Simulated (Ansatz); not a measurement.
Si$_{23}$C$_{24}$ (cell with a defect)

Input file:

```
crystal:
  lattice:
    - [6.19, 0.0, 0.0]
    - [-3.095, 5.3606972494, 0.0]
    - [0.0, 0.0, 15.17]
  atoms:
    - { symbol: Si, position: [0.0, 0.0, 0.125] }
    - { symbol: Si, position: [0.0, 0.5, 0.125] }
    - { symbol: Si, position: [0.5, 0.0, 0.125] }
    - { symbol: Si, position: [0.5, 0.5, 0.125] }
    - { symbol: Si, position: [0.0, 0.0, 0.625] }
    - { symbol: Si, position: [0.0, 0.5, 0.625] }
    - { symbol: Si, position: [0.5, 0.0, 0.625] }
    - { symbol: Si, position: [0.5, 0.5, 0.625] }
    - { symbol: Si, position: [0.1666666666, 0.3333333334, 0.2917] }
    - { symbol: Si, position: [0.1666666666, 0.8333333334, 0.2917] }
    - { symbol: Si, position: [0.6666666666, 0.3333333334, 0.2917] }
    - { symbol: Si, position: [0.6666666666, 0.8333333334, 0.2917] }
    - { symbol: Si, position: [0.3333333334, 0.1666666666, 0.7917] }
    - { symbol: Si, position: [0.3333333334, 0.6666666666, 0.7917] }
    - { symbol: Si, position: [0.8333333334, 0.1666666666, 0.7917] }
    - { symbol: Si, position: [0.8333333334, 0.6666666666, 0.7917] }
    - { symbol: Si, position: [0.1666666666, 0.8333333334, 0.9583] }
    - { symbol: Si, position: [0.6666666666, 0.3333333334, 0.9583] }
    - { symbol: Si, position: [0.6666666666, 0.8333333334, 0.9583] }
    - { symbol: Si, position: [0.3333333334, 0.1666666666, 0.4583] }
    - { symbol: Si, position: [0.3333333334, 0.6666666666, 0.4583] }
    - { symbol: Si, position: [0.8333333334, 0.1666666666, 0.4583] }
    - { symbol: Si, position: [0.8333333334, 0.6666666666, 0.4583] }
    - { symbol: C, position: [0.0, 0.0, 0.0079103494], spin: 0.5 }
    - { symbol: C, position: [0.0, 0.5, 0.0], spin: 0.5 }
    - { symbol: C, position: [0.5, 0.0, 0.0] }
    - { symbol: C, position: [0.5, 0.5, 0.0], spin: 0.5 }
    - { symbol: C, position: [0.0, 0.0, 0.5] }
    - { symbol: C, position: [0.0, 0.5, 0.5] }
    - { symbol: C, position: [0.5, 0.0, 0.5] }
    - { symbol: C, position: [0.5, 0.5, 0.5] }
    - { symbol: C, position: [0.1666666666, 0.3333333334, 0.1667] }
    - { symbol: C, position: [0.1666666666, 0.8333333334, 0.1667] }
    - { symbol: C, position: [0.6666666666, 0.3333333334, 0.1667] }
    - { symbol: C, position: [0.6666666666, 0.8333333334, 0.1667] }
    - { symbol: C, position: [0.3333333334, 0.1666666666, 0.6667] }
    - { symbol: C, position: [0.3333333334, 0.6666666666, 0.6667] }
    - { symbol: C, position: [0.8333333334, 0.1666666666, 0.6667] }
    - { symbol: C, position: [0.8333333334, 0.6666666666, 0.6667] }
    - { symbol: C, position: [0.1666666666, 0.3333333334, 0.8333], spin: 0.5 }
    - { symbol: C, position: [0.1666666666, 0.8333333334, 0.8333] }
    - { symbol: C, position: [0.6666666666, 0.3333333334, 0.8333] }
    - { symbol: C, position: [0.6666666666, 0.8333333334, 0.8333] }
    - { symbol: C, position: [0.3333333334, 0.1666666666, 0.3333] }
    - { symbol: C, position: [0.3333333334, 0.6666666666, 0.3333] }
    - { symbol: C, position: [0.8333333334, 0.1666666666, 0.3333] }
    - { symbol: C, position: [0.8333333334, 0.6666666666, 0.3333] }
magnetization:
  spin_polarized: true
kpoints:
  mp_grid: { grid: [4, 4, 2] }
scf:
  occupations: { method: fermi_dirac, width: 0.01 }
hamiltonian:
  xc: pbe
  pseudopotentials: { kind: paw }
output:
  forces: true
  stress: true
  populations: true
  efg: { contact_densities: true }
  write_density: true
  write_potential: true
  elf: true
  volumetric_format: npy
relax:
  f_tol: 0.03
  max_steps: 40
```

Run with:

```sh
ansatz run input.yaml --threads 4 --pin off --max-ram 8192MiB --backend cpu --events-out ev --progress --plain --runs-dir out
```

The fields are those of the relaxed geometry.

The SCF solution may not be the lowest one; the program warned that a starting moment wasn't kept; spin-polarised, but the moments vanished.

Theory: DFT, PBE, plane-wave PAW, default files, scalar-relativistic (Ansatz 0.2.0).

Core electrons are frozen (PAW), and the valence fields are smoothed inside the atomic spheres.

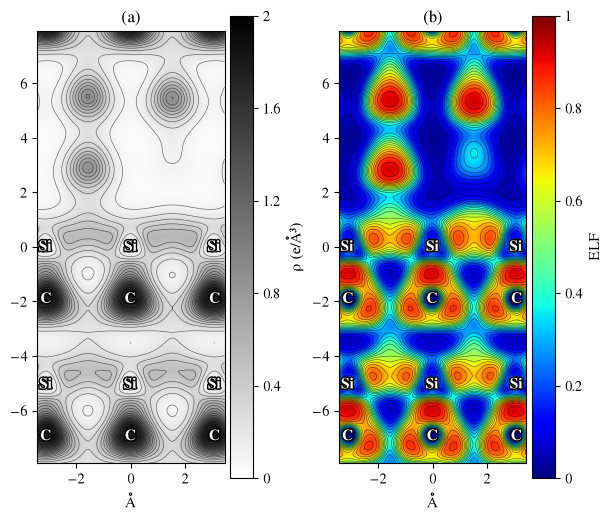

Figure 1. (a) valence pseudo-density; (b) electron localisation function on the (100) plane of the calculation cell.

### What do the fields say about this system?

- The plane passes through Si and C nuclei.
- Atoms just off the plane (Si, 0.8 Å away and C, 0.9 Å away) can leave unmarked features too.
- Si–C (1.91 Å): ρ is about 0.85 e/Å³ halfway; the ELF peaks at about 0.95 between the atoms; localised, covalent bonding.
- Between the atoms the lowest density in this plane is 0.03 e/Å³.

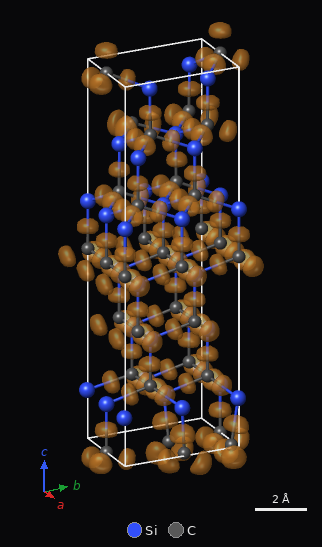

Figure 2. Isosurface of the electron localisation function at 0.85 (orange), seen slightly off an axis. Core shells and regions of very low density are left out. Sticks mark near contacts.

### Describe the localisation domains.

At this value the surface marks out 92 regions between bonded C–Si atoms (shared pairs), counted in one cell of 47 atoms. Regions shared between cells count once.


Si–C (1.84 Å): the ELF peaks at about 0.95 between the atoms, as expected for localised, covalent bonding. Si–C (1.88 Å): the ELF peaks at about 0.95 between the atoms, as expected for a shared electron pair.
